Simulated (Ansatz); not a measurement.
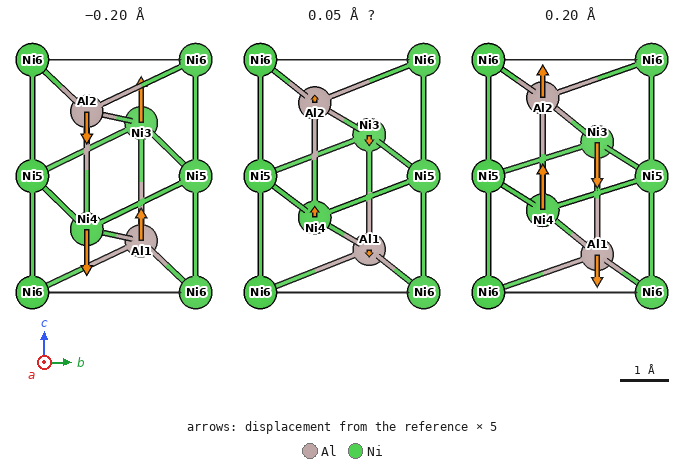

Energy scan for a crystal of AlNi₂ (P-3m1), in which a normal mode at the zone centre is frozen in with the cell fixed, the amplitude being the largest displacement of an atom. A ball-and-stick model of the cell of the calculation, seen along the a axis. Orange arrows: displacements from the reference.

Computed with DFT PBEsol, scalar-relativistic, plane waves, PAW (Ansatz 0.2.0). Settings: plane-wave cutoff 420 eV; k-point mesh 12 × 12 × 10; occupations gaussian; smearing width 0.15 eV; no spin polarisation. Energies (free energies at the smearing named) are counted from the relaxed crystal.

| largest displacement (Å) | E − E(ref) (meV/cell) |
| --- | --- |
| −0.200 | 107.2 |
| −0.150 | 71.1 |
| −0.100 | 37.0 |
| −0.050 | 10.9 |
| 0.000 | 0.0 |
| 0.050 | ? |
| 0.100 | 49.7 |
| 0.150 | 121.7 |
| 0.175 | 171.3 |
| 0.200 | 230.6 |

> Fill in the missing row.

A straight line between the two neighbours gives 24.9 meV/cell. A cubic through the four nearest rows (−0.050, 0.000, 0.100, 0.150) gives, with Lagrange weights, (−0.1667)(10.9) + (0.6667)(0.0) + (0.6667)(49.7) + (−0.1667)(121.7) = 11.0 meV/cell. The calculation gives 10.9 meV/cell, so the cubic is 0.1 meV/cell too high and the straight line 14.0 meV/cell too high, as the curve bends upwards here.

The whole profile:

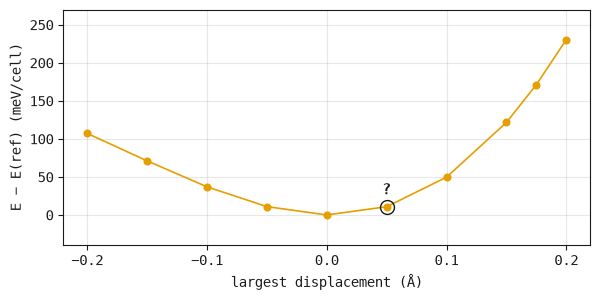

Limits of the set-up: an element that often carries a moment was run without spin polarisation.
